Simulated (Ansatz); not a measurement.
ZnCu: single-point calculation

The run: single-point calculation of ZnCu (Pm-3m, 2 atoms in the cell). Method and program: DFT, PBEsol, plane waves, PAW, no spin polarisation (Ansatz 0.2.0).

The structure derives from an entry of the Crystallography Open Database. Figures and captions count atoms from 1; the log counts them from 0 in places.

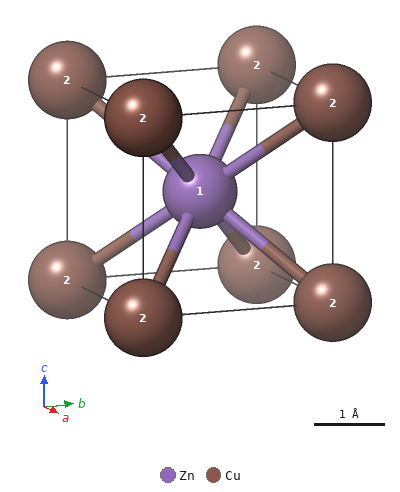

**Figure 1.** The input geometry (ball-and-stick view of the cell of the calculation, seen slightly off an axis; atoms are numbered from 1 in the order of the input). An atom can appear more than once, as a periodic image. Near neighbours in the periodic cell (some may lie outside the picture): Zn has 8 Cu at 2.53 Å; Cu has 8 Zn at 2.53 Å.

### Input
```yaml
crystal:
  lattice:
    - [2.9200023228, 0.0, 0.0]
    - [0.0, 2.9200023228, 0.0]
    - [0.0, 0.0, 2.9200023228]
  atoms:
    - { symbol: Zn, position: [0.5, 0.5, 0.5] }
    - { symbol: Cu, position: [0.0, 0.0, 0.0] }
basis:
  ecutwfc: "22.0 Ry"
  ecutrho_ratio: 4
kpoints:
  mp_grid: { grid: [18, 18, 18] }
hamiltonian:
  xc: pbesol
scf:
  occupations: { method: gaussian, width: 0.05 }
output:
  forces: true
  stress: true
  write_density: true
  write_potential: true
  elf: true
  volumetric_format: npy
```

Machine: 4 threads of Intel Xeon (Granite Rapids), 32 GiB of memory available, shared host.

Launched with:
```bash
ansatz run input.yaml --threads 4 --pin off --max-ram 7168MiB --backend cpu --events-out ev --progress --plain --runs-dir out
```

### Output
```
Warning: basis.ecutwfc = 299.325248705868 eV is below the records' recommended 420 eV, and the density's cutoff is lower with it unless basis.ecutrho_ratio is high enough to keep the records' density cutoff: compare with a run at a higher cutoff
Warning: basis.ecutrho_ratio = 4 (ecutrho = 1197.300994823472 eV) is below the records' recommended 1680 eV
Engine: ansatz 0.2.0, x86_64-unknown-linux-gnu
Pseudopotentials: kind: paw
Pseudopotential: Zn, paw, valence charge 12, recommended cutoff 420 eV (normal), Zn.paw.azcp
Pseudopotential: Cu, paw, valence charge 19, recommended cutoff 420 eV (normal), Cu.paw.azcp
Functional definition: PBEsol
  exchange = pbesol_x
  correlation = pbesol_c
Crystal: 2 atoms, lattice volume = 24.897 Å³
Basis set: ecut = 299.325248705868 eV, 257 PW (Γ), exchange–correlation on 36×36×36 points (8 copies of the dense FFT grid, shifted against one another)
Bands: 20, of which v1, the nominal top of the filled ones, is band 16 counted from 1 (15 counted from 0)
Symmetry: 48 space group operations
Space group: Pm-3m (ITA 221), of the structure as read, at distance tolerance 2.9e-5 Å
k-points: 220 of 5832
Non-local potential: Zn, projectors of the file, l = 0: 2, l = 1: 2, l = 2: 3, l = 3: 1
Non-local potential: Cu, projectors of the file, l = 0: 3, l = 1: 2, l = 2: 3, l = 3: 1
PAW form: soft (Blöchl's): semilocal exchange-correlation on the pseudo side does not see the compensation charge
PAW frozen core: Zn, regenerated for the run's functional, and the local potential with it (the file was generated under x = pbe(κ = 0.804, μ = 0.2195149727645171), c = pbe(β = 0.06672455060314922))
PAW frozen core: Cu, regenerated for the run's functional, and the local potential with it (the file was generated under x = pbe(κ = 0.804, μ = 0.2195149727645171), c = pbe(β = 0.06672455060314922))
PAW one-centre angular grid: Zn, 590 points (default); XC on 64 Gauss nodes
PAW one-centre angular grid: Cu, 590 points (default); XC on 64 Gauss nodes
Initial density: superposition of atomic densities (neutral atoms: chi_scale 0, normalization atom), corrected by the library's trained network
Initial wavefunctions: pseudopotential atomic-orbital guess
Functional: x = pbesol(κ = 0.804, μ = 0.12345679012345678), c = pbesol(β = 0.046)
SCF iter   1: F=—  HF=-9869.482834 eV  |F-HF|=—  |Δ(HF+E_count)|=         —  Δρ=1.67e-2  dr2=3.28e-2  ethr=1.77e-3  ⟨swp⟩=4.1  Hψ=17187  notcnv=0
preconditioner: auto → none  [metal: Δε(μ)=0.027 eV  Ē_g=12.907 eV  σ=0.050 eV  W_gap=0.28  n_scr=6 (ndim 8)  ℏωp=35.7 eV  f_vac=0.000  D(μ)=0.52/eV (n_scr^D=0)  sad-step TF]
SCF iter   2: F=—  HF=-9869.443783 eV  |F-HF|=—  |Δ(HF+E_count)|=   3.91e-2  Δρ=1.20e-2  dr2=2.16e-2  ethr=1.06e-4  ⟨swp⟩=2.0  Hψ=10455  notcnv=0  defer=105
SCF iter   3: F=—  HF=-9869.440689 eV  |F-HF|=—  |Δ(HF+E_count)|=   3.09e-3  Δρ=1.52e-3  dr2=3.27e-4  ethr=6.98e-5  ⟨swp⟩=2.2  Hψ=5433  notcnv=0  defer=105
SCF iter   4: F=—  HF=-9869.440483 eV  |F-HF|=—  |Δ(HF+E_count)|=   2.05e-4  Δρ=8.08e-4  dr2=1.04e-4  ethr=1.05e-6  ⟨swp⟩=2.7  Hψ=7299  notcnv=0  defer=105
SCF iter   5: F=—  HF=-9869.440411 eV  |F-HF|=—  |Δ(HF+E_count)|=   7.18e-5  Δρ=1.06e-4  dr2=1.40e-6  ethr=3.36e-7  ⟨swp⟩=2.4  Hψ=6641  notcnv=0  defer=105
SCF iter   6: F=—  HF=-9869.440338 eV  |F-HF|=—  |Δ(HF+E_count)|=   7.33e-5  Δρ=1.74e-5  dr2=2.71e-8  ethr=3.23e-10  ⟨swp⟩=6.3  Hψ=27494  notcnv=0
SCF iter   7: F=-9869.440338 eV  HF=-9869.440338 eV  |F-HF|=3.46e-11  |Δ(HF+E_count)|=   1.69e-8  Δρ=9.37e-7  dr2=8.36e-11  ethr=8.74e-11  ⟨swp⟩=4.3  Hψ=22513  notcnv=0
the search or the solves at the SCF's close seem to have found levels that the self-consistency loop had missed (the run counts 1). By its estimate they hold under 1e-12 electrons; where the run keeps them, the occupations were computed again with them
SCF 1 converged in 7 iterations: F = -9869.440338 eV  dr2 = 8.36e-11
  greatest PAW one-centre occupation: 1.000 electrons in one spin orbital (limit 2), on the Cu atom at site 1 (counted from 0), in its partial waves of l = 0
```

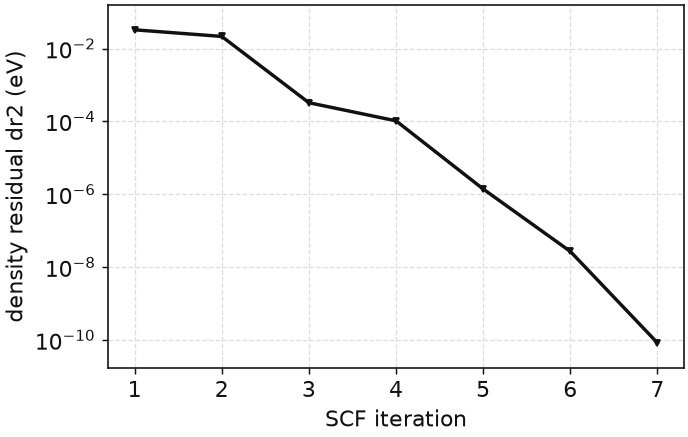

**Figure 2.** Convergence of the self-consistent field: density residual dr2 against the SCF iteration. The residual falls at every step.

```
SCF converged after 7 iterations
Free energy (F): -9869.440338 eV
Harris-Foulkes:  -9869.440338 eV  (|F-HF|=3.46e-11)
Internal energy: -9869.439761 eV  (E = F + TS)
E sigma→0 (E₀):  -9869.440049 eV
Entropy (-TS):   -0.000577 eV (-0.289 meV/atom)
Fermi energy:    14.780858 eV
--- Per-component energies (eV) ---
  E_band       = -312.925681
  E_kinetic    = 432.404012
  E_local      = -5743.030776  (includes V_loc(G=0)·N_el)
  E_nonlocal   = 1021.140969
  E_hartree    = 2508.881281
  E_xc         = -225.641655
  E_vxc        = -169.096550  (∫ρ·V_xc dr)
  E_paw        = -3429.600808  (= ΣΔE_a)
  E_vpaw       = -872.098415  (= ΣTr[D̂ρ^β])
  E_aug_tail   = -0.007059  (compensation charges beyond the density's cutoff)
  E_ewald      = -4434.589282
  E_core_change = 1.003557  (= ΣΔE_core)
  E_smearing   = -0.000577  (= −TS)
  E_closure    = 0.000000  (closes the sum)
  Σ components = -9869.440338   (vs F -9869.440338, Δ=0.00e0)
--- Forces (eV/Å), atoms counted from 1 ---
  atom   1  Zn     0.00000000    -0.00000000    -0.00000000
  atom   2  Cu    -0.00000000     0.00000000    -0.00000000
  max |Σ_I F_I| component: 1.87e-29 eV/Å
--- Stress (GPa, compression-positive) ---
        1.167007       0.000000       0.000000
        0.000000       1.167007       0.000000
        0.000000       0.000000       1.167007
  P = ⅓ Tr σ = 1.1670 GPa (11.670 kbar)
--- Band table (eV; the first three rows and the last of 220) ---
  k-point 0: bands = ["-98.0866", "-55.5978", "-55.5978", "-55.5978", "4.1989", "6.7715", "6.7715", "7.4922", "7.4922", "7.4922", "11.1094", "11.1094", "12.0188", "12.0188", "12.0188", "21.0611", "21.0611", "21.0611", "26.4795", "26.4795"]
  k-point 1: bands = ["-98.0936", "-55.6047", "-55.6021", "-55.6021", "4.2559", "6.7673", "6.7685", "7.4765", "7.4765", "7.4850", "11.0990", "11.1062", "11.9523", "11.9523", "11.9747", "20.4702", "21.1437", "21.1437", "26.3771", "26.6643"]
  k-point 2: bands = ["-98.0940", "-55.6058", "-55.6026", "-55.6026", "4.4257", "6.7872", "6.8048", "7.4616", "7.4616", "7.4922", "11.0880", "11.1215", "11.8928", "11.8928", "11.9648", "19.2295", "21.4076", "21.4076", "26.4617", "26.9827"]
  k-point 219: bands = ["-98.1013", "-55.6198", "-55.6198", "-55.6198", "6.8681", "6.8681", "6.8681", "7.7904", "7.7904", "10.3159", "10.3159", "10.3159", "12.2104", "12.2104", "18.7779", "19.1629", "19.1629", "19.1629", "19.3570", "19.3570"]
```

### File v_z.tsv
```
# z_ang	v_es[eV]	v_tot[eV]
# format = ansatz-planar-average/11
# xc	pbesol
# density_cutoff_ev	1197.300994823472
# datasets	Zn=:simpson_from_first_knot:soft:shift=-765113	Cu=:simpson_from_first_knot:soft:shift=-1116002
# lattice	2.920002323	0.000000000	0.000000000
# lattice	0.000000000	2.920002323	0.000000000
# lattice	0.000000000	0.000000000	2.920002323
# sites	2
# site	30	1.460001161	1.460001161	1.460001161
# site	29	0.000000000	0.000000000	0.000000000
0.000000	3.610629e0	-9.094162e0
0.162222	4.033679e0	-8.522558e0
0.324445	5.313454e0	-6.851865e0
0.486667	7.242417e0	-4.483838e0
0.648889	8.685131e0	-2.722513e0
0.811112	8.861908e0	-2.576906e0
0.973334	7.895046e0	-4.019216e0
1.135556	6.468241e0	-6.091042e0
1.297779	5.378205e0	-7.667957e0
1.460001	4.975256e0	-8.235128e0
1.622224	5.378205e0	-7.667957e0
1.784446	6.468241e0	-6.091042e0
1.946668	7.895046e0	-4.019216e0
2.108891	8.861908e0	-2.576906e0
2.271113	8.685131e0	-2.722513e0
2.433335	7.242417e0	-4.483838e0
2.595558	5.313454e0	-6.851865e0
2.757780	4.033679e0	-8.522558e0
```

### Summary

| quantity | value |
| --- | --- |
| outcome | converged |
| space group (tolerance 0.01 Å) | Pm-3m (221) |
| electrons treated | 31 |
| free energy | −9869.4403 eV |
| Fermi energy | 14.781 eV |
| pressure | 1.17 GPa |
| largest force (length of the vector) | under 0.001 eV/Å |
| wall time | 0.97 s (CPU time 3.2 s) |
| peak memory | 0.44 GiB |

### Notes

Settings chosen away from the usual ones: kpoints.mp_grid.grid = [18, 18, 18], hamiltonian.xc = "pbesol", basis.ecutwfc = "22.0 Ry". These settings are looser than, or depart from, a standard set-up, so the numbers are not reference values for this system. Warnings of the run: the cutoff is below the recommended one.
